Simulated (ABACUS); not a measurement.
## Band-structure run of AlN (part 2 of 2)

AlN (F-43m, 2 atoms in the cell); Kohn-Sham DFT of a periodic cell, PBEsol, PseudoDojo NC SR 0.4.1 PBEsol standard, no spin polarisation (ABACUS 3.10.1); cutoff 1142.88 eV, 8×8×8 k-mesh, fermi-dirac of 0.05 eV. The structure derives from a Materials Project entry.

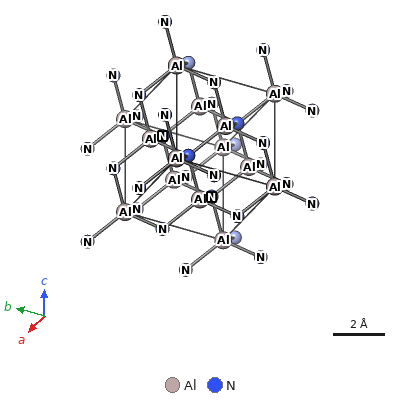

*The structure as given in the input (ball-and-stick view of the cell 4 times as large as that of the calculation, set on its symmetry axes, seen at an oblique angle; neighbours outside the cell are drawn fainter).*

What the program printed, continued:
```
 PW ALGORITHM --------------- ION=   1  ELEC=   4--------------------------------

 Density error is 0.000204202693947
                          Error Threshold = 2.997574117e-05
----------------------------------------------------------
     Energy           Rydberg                 eV
----------------------------------------------------------
 E_KohnSham     -25.5267145750       -347.3087694390
 E_Harris       -25.5084375706       -347.0600980371
 E_Fermi        0.6302476743         8.5749595218
----------------------------------------------------------

 PW ALGORITHM --------------- ION=   1  ELEC=   5--------------------------------

 Density error is 2.18628972771e-05
                          Error Threshold = 2.55253367434e-06
----------------------------------------------------------
     Energy           Rydberg                 eV
----------------------------------------------------------
 E_KohnSham     -25.5267153002       -347.3087793071
 E_Harris       -25.5209074646       -347.2297596496
 E_Fermi        0.6302104411         8.5744529384
----------------------------------------------------------

 PW ALGORITHM --------------- ION=   1  ELEC=   6--------------------------------

 Density error is 2.03243609923e-07
                          Error Threshold = 2.73286215964e-07
----------------------------------------------------------
     Energy           Rydberg                 eV
----------------------------------------------------------
 E_KohnSham     -25.5267180759       -347.3088170725
 E_Harris       -25.5278367837       -347.3240378727
 E_Fermi        0.6302688347         8.5752474236
----------------------------------------------------------

 PW ALGORITHM --------------- ION=   1  ELEC=   7--------------------------------

 Density error is 4.73924041947e-08
                          Error Threshold = 2.54054512404e-09
----------------------------------------------------------
     Energy           Rydberg                 eV
----------------------------------------------------------
 E_KohnSham     -25.5267181168       -347.3088176288
 E_Harris       -25.5270195606       -347.3129189814
 E_Fermi        0.6302414102         8.5748742937
----------------------------------------------------------

 PW ALGORITHM --------------- ION=   1  ELEC=   8--------------------------------

 Density error is 5.81880217201e-11
                          Error Threshold = 5.92405052434e-10
----------------------------------------------------------
     Energy           Rydberg                 eV
----------------------------------------------------------
 E_KohnSham     -25.5267181212       -347.3088176887
 E_KS(sigma->0) -25.5267181212       -347.3088176887
 E_Harris       -25.5267340627       -347.3090345835
 E_band         1.0600723170         14.4230238035
 E_one_elec     -0.8810220593        -11.9869200707
 E_Hartree      5.5657447498         75.7258422114
 E_xc           -8.4114816126        -114.4440785541
 E_Ewald        -21.7999591991       -296.6036612753
 E_entropy(-TS) -0.0000000000        -0.0000000000
 E_descf        0.0000000000         0.0000000000
 E_exx          0.0000000000         0.0000000000
 E_Fermi        0.6302412377         8.5748719472
----------------------------------------------------------

 charge density convergence is achieved
 final etot is -347.30881769 eV
 EFERMI = 8.5748719472 eV
The vacuum level is 5.115524934 eV

 STATE ENERGY(eV) AND OCCUPATIONS    NSPIN == 1
 1/29 kpoint (Cartesian) = 0.0000 0.0000 0.0000 (461 pws)
       1       -8.09039     0.00390625
       2        6.86299     0.00390625
       3        6.86299     0.00390625
       4        6.86299     0.00390625
       5        10.9813    4.89218e-24
       6        19.3340        0.00000
       7        19.3340        0.00000
       8        19.3340        0.00000
       9        24.5137        0.00000
      10        24.5137        0.00000
      11        25.7936        0.00000
      12        25.7936        0.00000
      13        25.7936        0.00000
      14        27.7672        0.00000

 2/29 kpoint (Cartesian) = 0.028617 0.028617 0.028617 (461 pws)
       1       -7.86057      0.0312500
       2        5.66986      0.0312500
       3        6.78337      0.0312500
       4        6.78337      0.0312500
       5        11.9256    2.46131e-31
       6        18.7538        0.00000
       7        19.5029        0.00000
       8        19.5029        0.00000
       9        22.9350        0.00000
      10        22.9350        0.00000
      11        24.7242        0.00000
      12        28.2972        0.00000
      13        28.2972        0.00000
      14        29.6190        0.00000

 3/29 kpoint (Cartesian) = 0.057235 0.057235 0.057235 (462 pws)
       1       -7.22843      0.0312500
       2        3.57081      0.0312500
       3        6.60426      0.0312500
       4        6.60426      0.0312500
       5        13.2342    1.05752e-42
       6        17.7267    1.00770e-81
       7        19.0918        0.00000
       8        19.0918        0.00000
       9        23.0540        0.00000
      10        23.0540        0.00000
      11        23.9294        0.00000
      12        31.3019        0.00000
      13        31.3019        0.00000
      14        32.4437        0.00000

 4/29 kpoint (Cartesian) = 0.085852 0.085852 0.085852 (458 pws)
       1       -6.42461      0.0312500
       2        1.72785      0.0312500
       3        6.44117      0.0312500
       4        6.44117      0.0312500
       5        13.9483    6.63707e-49
       6        16.9248    9.29491e-75
       7        18.2485    2.95408e-86
       8        18.2485    2.95408e-86
       9        24.2172        0.00000
      10        25.0598        0.00000
      11        25.0598        0.00000
      12        31.8534        0.00000
      13        31.8534        0.00000
      14        32.9984        0.00000

 5/29 kpoint (Cartesian) = 0.11447 0.11447 0.11447 (456 pws)
       1       -6.00305      0.0156250
       2       0.939243      0.0156250
       3        6.37770      0.0156250
       4        6.37770      0.0156250
       5        14.1459    6.37662e-51
       6        16.6063    2.71407e-72
       7        17.9099    1.28994e-83
       8        17.9099    1.28994e-83
       9        24.6578        0.00000
      10        26.7880        0.00000
      11        26.7880        0.00000
      12        30.4127        0.00000
      13        30.4127        0.00000
      14        32.3540        0.00000

 6/29 kpoint (Cartesian) = 0.0000 0.0000 0.057235 (462 pws)
       1       -7.78442      0.0234375
       2        5.71946      0.0234375
       3        6.54686      0.0234375
       4        6.54686      0.0234375
       5        12.1831    1.06887e-33
       6        18.4294    5.94471e-88
       7        19.7562        0.00000
       8        19.7562        0.00000
       9        20.5828        0.00000
      10        24.9843        0.00000
      11        26.7694        0.00000
      12        26.7694        0.00000
      13        27.8987        0.00000
      14        30.2460        0.00000

[... levels at 23 further k points ...]

------------------------------------------------------------------------------------------
 TOTAL-FORCE (eV/Angstrom)
------------------------------------------------------------------------------------------
                       Al1         0.0000000000         0.0000000000         0.0000000000
                        N1         0.0000000000         0.0000000000         0.0000000000
------------------------------------------------------------------------------------------

----------------------------------------------------------------
 TOTAL-STRESS (KBAR)
----------------------------------------------------------------
        12.0923897872        -0.0000000000         0.0000000000
        -0.0000000000        12.0923897872         0.0000000000
        -0.0000000000         0.0000000000        12.0923897872
----------------------------------------------------------------
 TOTAL-PRESSURE: 12.092390 KBAR

 --------------------------------------------
 !FINAL_ETOT_IS -347.3088176886777774 eV
 --------------------------------------------
```

Standard output:
```
ABACUS v3.10.1

               Atomic-orbital Based Ab-initio Computation at UStc

 UNIFORM GRID DIM        : 36 * 36 * 36
 UNIFORM GRID DIM(BIG)   : 36 * 36 * 36
 ---------------------------------------------------------
 Self-consistent calculations for electrons
 ---------------------------------------------------------
 SPIN    KPOINTS         PROCESSORS  THREADS
 1       29              4           4
 ---------------------------------------------------------
 Use plane wave basis
 ---------------------------------------------------------
 ELEMENT NATOM       XC
 Al      1
 N       1
 ---------------------------------------------------------
 Initial plane wave basis and FFT box
 ---------------------------------------------------------
 -------------------------------------------
 SELF-CONSISTENT :
 -------------------------------------------
 START CHARGE      : atomic
 ITER       ETOT/eV          EDIFF/eV         DRHO     TIME/s
 DA1     -3.44474085e+02   0.00000000e+00   5.6465e-01   0.34
 DA2     -3.46687190e+02  -2.21310414e+00   2.3775e-01   0.20
 DA3     -3.47301759e+02  -6.14569064e-01   2.3981e-03   0.17
 DA4     -3.47308769e+02  -7.01086585e-03   2.0420e-04   0.27
 DA5     -3.47308779e+02  -9.86803287e-06   2.1863e-05   0.17
 DA6     -3.47308817e+02  -3.77653960e-05   2.0324e-07   0.19
 DA7     -3.47308818e+02  -5.56320856e-07   4.7392e-08   0.29
 DA8     -3.47308818e+02  -5.98895348e-08   5.8188e-11   0.17
----------------------------------------------------------------
 TOTAL-STRESS (KBAR)
----------------------------------------------------------------
        12.0923897872        -0.0000000000         0.0000000000
        -0.0000000000        12.0923897872         0.0000000000
        -0.0000000000         0.0000000000        12.0923897872
----------------------------------------------------------------
 TOTAL-PRESSURE: 12.092390 KBAR
```

This output came from the following input.

Input:
```python
"""ABACUS run from a structure file: ASE reads it, the script writes STRU, KPT and INPUT."""
import re
import subprocess
from ase.io import read
from ase.units import Bohr

atoms = read("POSCAR")
atoms = atoms[(-atoms.numbers).argsort(kind="stable")]  # ABACUS lists atoms element by element
pseudo = {'Al': 'Al.upf', 'N': 'N.upf'}
orbital = {}
magmoms = None
kmesh = [8, 8, 8]
params = {
    'suffix': 'AlN',
    'calculation': 'scf',
    'basis_type': 'pw',
    'pseudo_dir': './',
    'symmetry': 1,
    'dft_functional': 'pbesol',
    'ecutwfc': 84,
    'pseudo_rcut': 10,
    'nspin': 1,
    'nbands': 14,
    'ks_solver': 'dav',
    'smearing_method': 'fd',
    'smearing_sigma': 0.00367493,
    'scf_thr': 1e-08,
    'scf_nmax': 100,
    'mixing_type': 'broyden',
    'mixing_beta': 0.7,
    'cal_force': 1,
    'cal_stress': 1,
    'out_chg': 1,
    'out_pot': 2,
    'out_elf': 1,
}

symbols = atoms.get_chemical_symbols()
elements = list(dict.fromkeys(symbols))
lines = ["ATOMIC_SPECIES"] + [f"{e} {atoms.get_masses()[symbols.index(e)]:.4f} {pseudo[e]}" for e in elements]
if orbital:
    lines += ["", "NUMERICAL_ORBITAL"] + [orbital[e] for e in elements]
lines += ["", "LATTICE_CONSTANT", f"{1 / Bohr:.10f}", "", "LATTICE_VECTORS"]
lines += [" ".join(f"{x:.10f}" for x in v) for v in atoms.cell]
lines += ["", "ATOMIC_POSITIONS", "Direct"]
for e in elements:
    lines += ["", e, "0.0", str(symbols.count(e))]
    for i, p in enumerate(atoms.get_scaled_positions(wrap=False)):
        if symbols[i] == e:
            mag = "" if magmoms is None else " mag " + " ".join(str(x) for x in (magmoms[i] if isinstance(magmoms[i], list) else [magmoms[i]]))
            lines.append(" ".join(f"{x:.10f}" for x in p) + " 1 1 1" + mag)
open("STRU", "w").write("\n".join(lines) + "\n")
open("KPT", "w").write("K_POINTS\n0\nGamma\n%d %d %d 0 0 0\n" % tuple(kmesh))
open("INPUT", "w").write("INPUT_PARAMETERS\n" + "".join(f"{k:<20s}{v}\n" for k, v in params.items()))

done = subprocess.run(['mpirun', '-np', '4', 'abacus'])
if done.returncode:
    raise SystemExit(done.returncode)
log = open("OUT.AlN/running_scf.log").read()
print("final energy (eV):", re.findall(r"FINAL_ETOT_IS (\S+)", log))
```

File POSCAR:
```
AlN
1.0
    0.0000000000      2.1839935596      2.1839935596
    2.1839935596      0.0000000000      2.1839935596
    2.1839935596      2.1839935596      0.0000000000
Al N
1 1
Direct
    0.0000000000      0.0000000000      0.0000000000
    0.2500000000      0.2500000000      0.2500000000
```

File INPUT:
```
INPUT_PARAMETERS
suffix              AlN
calculation         scf
basis_type          pw
pseudo_dir          ./
symmetry            1
dft_functional      pbesol
ecutwfc             84
pseudo_rcut         10
nspin               1
nbands              14
ks_solver           dav
smearing_method     fd
smearing_sigma      0.00367493
scf_thr             1e-08
scf_nmax            100
mixing_type         broyden
mixing_beta         0.7
cal_force           1
cal_stress          1
out_chg             1
out_pot             2
out_elf             1
```

File STRU:
```
ATOMIC_SPECIES
Al 26.9815 Al.upf
N 14.0070 N.upf

LATTICE_CONSTANT
1.8897261258

LATTICE_VECTORS
0.0000000000 2.1839935596 2.1839935596
2.1839935596 0.0000000000 2.1839935596
2.1839935596 2.1839935596 0.0000000000

ATOMIC_POSITIONS
Direct

Al
0.0
1
0.0000000000 0.0000000000 -0.0000000000 1 1 1

N
0.0
1
0.2500000000 0.2500000000 0.2500000000 1 1 1
```

File KPT:
```
K_POINTS
0
Gamma
8 8 8 0 0 0
```

Run as:
```bash
OMP_NUM_THREADS=1 python run_abacus.py > log
```

Summary:

```json
{"quantity": "outcome", "value": "converged"}
{"quantity": "space group (tolerance 0.01 Å)", "value": "F-43m (216)"}
{"quantity": "electrons treated", "value": "8"}
{"quantity": "free energy", "value": "−347.3088 eV"}
{"quantity": "Fermi energy of the self-consistent step", "value": "8.575 eV"}
{"quantity": "gap on the k-point mesh", "value": "3.19 eV"}
{"quantity": "pressure", "value": "1.21 GPa"}
{"quantity": "largest force (length of the vector)", "value": "under 0.001 eV/Å"}
{"quantity": "hardware", "value": "4 threads of AMD EPYC (Zen 5), 16 GiB of memory available, shared host"}
{"quantity": "wall time", "value": "2.6 s (CPU time 9.4 s)"}
{"quantity": "peak memory", "value": "0.36 GiB"}
```
